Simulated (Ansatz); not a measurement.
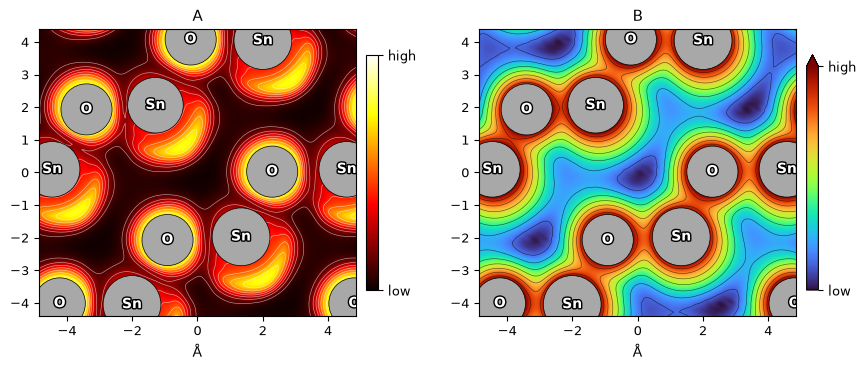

Sn$_{15}$O$_{16}$ (cell with a defect): 2 fields on the (11̄0) plane of the calculation cell, with unlabelled colour scales. Grey discs cover the atomic cores.

Level of theory: DFT PBE+D3(BJ), scalar-relativistic, plane waves, PAW in Ansatz.

The panels show electron localisation function and valence pseudo-density in some order. Assign them.

Answer. Panel A: electron localisation function. Panel B: valence pseudo-density. From the grid: Sn–O (2.13 Å): ρ is about 0.58 e/Å³ halfway; the ELF peaks at about 0.80 in the valence shell of O, 0.6 Å from its nucleus, and is about 0.25 at the midpoint: no localised pair shows between them. Sn–O (2.21 Å): the density is about 0.48 e/Å³ at the midpoint; the ELF peaks at about 0.85 in the valence shell of O, 0.6 Å from its nucleus, and is about 0.20 at the midpoint (no shared electron pair shows on this line).
